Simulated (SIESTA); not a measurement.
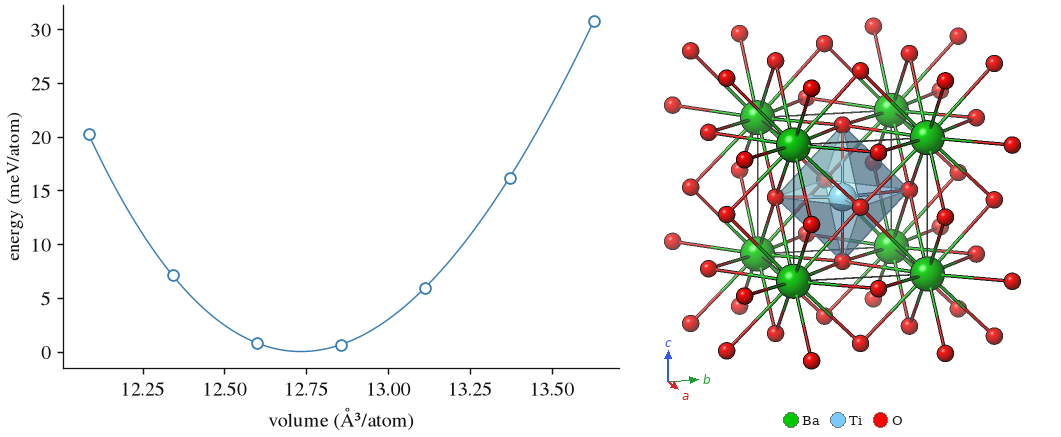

The plot gives the computed energy against volume for BaTiO₃, space group P4mm (No. 99). The conventional cell is drawn beside the plot.

Cell as given: a = 4.000 Å, b = 4.000 Å, c = 4.018 Å, α = 90.00°, β = 90.00°, γ = 90.00°; 5 atoms.

How it was computed, with SIESTA 5.4.2: DFT in numerical atomic orbitals with pseudopotentials, no spin polarisation; energies at scaled volumes of the given cell, shape and fractions fixed, counted from the fit's minimum, third-order Birch-Murnaghan fit. Level: PBEsol.

- k mesh: 5×5×5
- occupations: Fermi–Dirac
- smearing width: 0.05 eV
- potentials: PseudoDojo 0.4 standard, converted to PSML, two zetas on semicore shells
- program settings: basis DZP, mesh cutoff 800 Ry

Q: What equilibrium volume and bulk modulus follow from the curve?

A: A third-order Birch–Murnaghan fit gives V0 = 12.73 Å³/atom, B0 = 178 GPa and B′ = 4.6.

Limits of the calculation: mulliken charges of long orbitals; shape and atomic fractions are frozen while scaling, which makes layered, chain and framework solids too stiff.

The computed values:

```json
{"volume (Å³/atom)": "12.08", "energy (meV/atom)": "20.24"}
{"volume (Å³/atom)": "12.34", "energy (meV/atom)": "7.09"}
{"volume (Å³/atom)": "12.60", "energy (meV/atom)": "0.80"}
{"volume (Å³/atom)": "12.86", "energy (meV/atom)": "0.65"}
{"volume (Å³/atom)": "13.11", "energy (meV/atom)": "5.96"}
{"volume (Å³/atom)": "13.37", "energy (meV/atom)": "16.16"}
{"volume (Å³/atom)": "13.63", "energy (meV/atom)": "30.72"}
```
